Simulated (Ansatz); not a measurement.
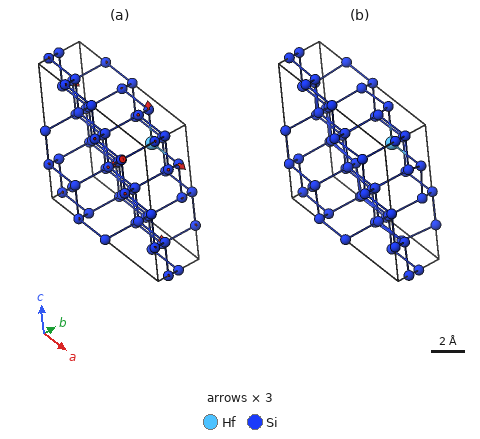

The structure of a defect cell of composition HfSi31 before (left) and after (right) a relaxation, at one scale. The red arrows give the displacements, 3 times their true length.

The picture is a ball-and-stick view of the cell of the calculation (origin shifted), seen slightly off an axis.

Case: Hf on a Si site (b), charge +0, atoms relaxed at the host's cell.

The calculation used DFT PBE, scalar-relativistic, plane waves, PAW (Ansatz 0.2.0). Settings: plane-wave cutoff 420 eV; k-point mesh 3 × 3 × 3; occupations gaussian; smearing width 0.01 eV; no spin polarisation; atoms relaxed in a fixed cell; force threshold 0.025 eV/Å; at most 45 steps.

What changed between the two?

The largest moves, 0.22 Å, are those of Si atoms. Hf stays in place. The cell stays as it was. Among the contacts that change: Hf–Si 2.369 → 2.591 Å, Si–Si 2.369 → 2.347 Å. Bond angles that change, for instance: Si–Si–Si 109.5° → 104.5°, Hf–Si–Si 109.5° → 104.9°, Si–Si–Si 109.5° → 113.6°. The energy falls by 1.396 eV per cell of the calculation in 2 accepted moves (3 points after the start). The largest force component goes from 1.9 to 0.022 eV/Å. 1 step only repeated the SCF at the same geometry.
